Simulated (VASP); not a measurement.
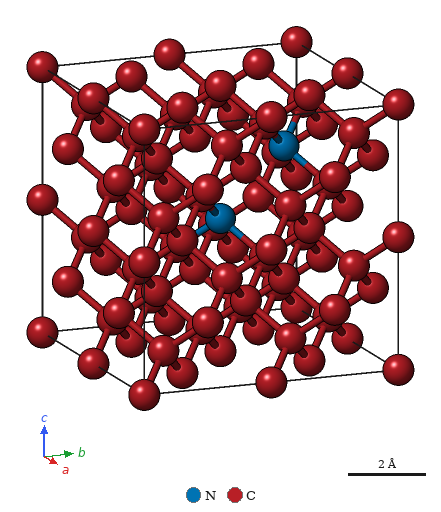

Starting structure of a defect cell of composition C$_{61}$N$_{2}$ (cell charge −1). Style: ball-and-stick. Shown: the cell of the calculation (origin shifted), slightly off an axis.

The run lets the atoms move in a fixed cell.

Method: Kohn-Sham DFT of a periodic cell, PBE, VASP PAW PBE potentials, recommended in VASP.

Input
```
ALGO = Normal
EDIFF = 1E-5
EDIFFG = -0.01
ENCUT = 420
GGA = PE
IBRION = 2
ISIF = 2
ISMEAR = 0
ISPIN = 2
ISYM = 0
LASPH = T
LCHARG = F
LORBIT = 11
LREAL = Auto
LWAVE = F
MAGMOM = 0 0 0 0 0 0 0 0 0 0 0 0 0 0 0 0 0 0 0 0 0 0 0 0 0 0 0 0 0 0 0 0 0 0 0 0 0 0 0 0 0 0 0 0 0.5 0 0 0 0 0 0 0 0 0 0.5 0 0 0 0 0 0 0 0
NCORE = 4
NELECT = 255
NELM = 60
NSW = 40
NUPDOWN = 1
PREC = Accurate
SIGMA = 0.01
```

Launched with:
```bash
cat potpaw_PBE.64/N/POTCAR potpaw_PBE.64/C/POTCAR > POTCAR
mpirun -np 8 vasp_gam > vasp.out
```

Q: Where does the relaxation end?

A: The largest moves, 0.15 Å, are those of N atoms. Largest moves by element: N 0.15 Å, C 0.12 Å. The cell stays as it was. Some distances before and after: C–N 1.547 → 1.469 Å, C–C 1.547 → 1.483 Å, C–C 1.547 → 1.572 Å, C–C 1.547 → 1.534 Å. Among the angles between lasting bonds that change: C–C–C 109.5° → 114.2°, C–N–C 109.5° → 113.6°, C–N–C 109.5° → 113.4°. The energy falls by 1.208 eV per cell of the calculation in 15 geometry steps. The largest force component goes from 2.4 to 0.0056 eV/Å. It ran on 8 threads of Intel(R) Xeon(R) Platinum 8488C (Sapphire Rapids), on a shared host.

After the run, drawn alike:

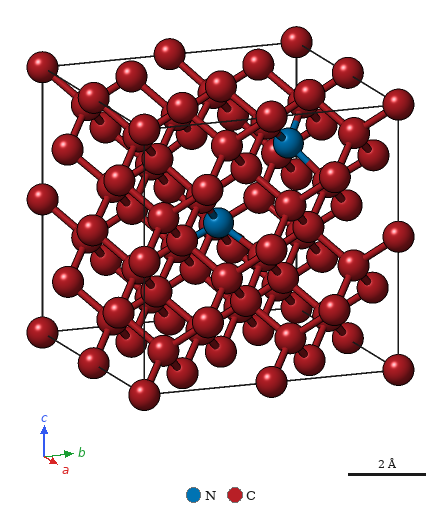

Limits of the set-up: the periodic images lie only 7.1 Å apart, so the values are limited by the cell's size; the cell is charged, on a uniform background, and energies carry no finite-size correction.
